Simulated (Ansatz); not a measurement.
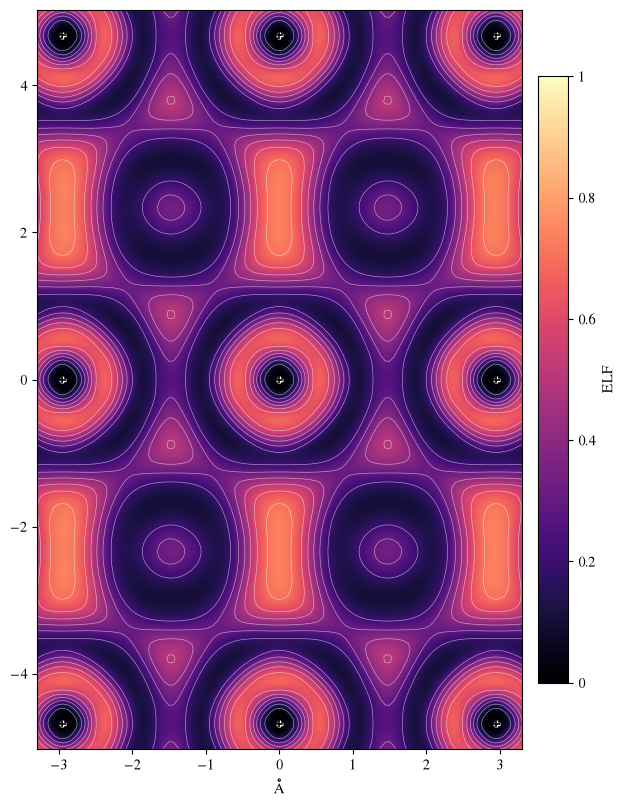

The electron localisation function on a plane through atoms (crosses mark nuclei in the plane).

Method: Kohn-Sham DFT of a periodic cell, PBE, Ansatz PAW (Ansatz 0.2.0).

Candidates:
A. Ti, a = 2.95 Å, b = 2.95 Å, c = 4.68 Å, α = 90.00°, β = 90.00°, γ = 120.00°. Space group P6₃/mmc.
B. YN, a = 4.84 Å, b = 4.84 Å, c = 4.84 Å, α = 90.00°, β = 90.00°, γ = 90.00°. Space group Fm-3m; computed pressure about 7 GPa in this cell.

Which system is this?

Answer. Candidate A: Ti on the (010) plane of the conventional cell, which holds Ti. Ti–Ti (2.95 Å): the ELF is about 0.25 at the midpoint (no localised pair shows between them).
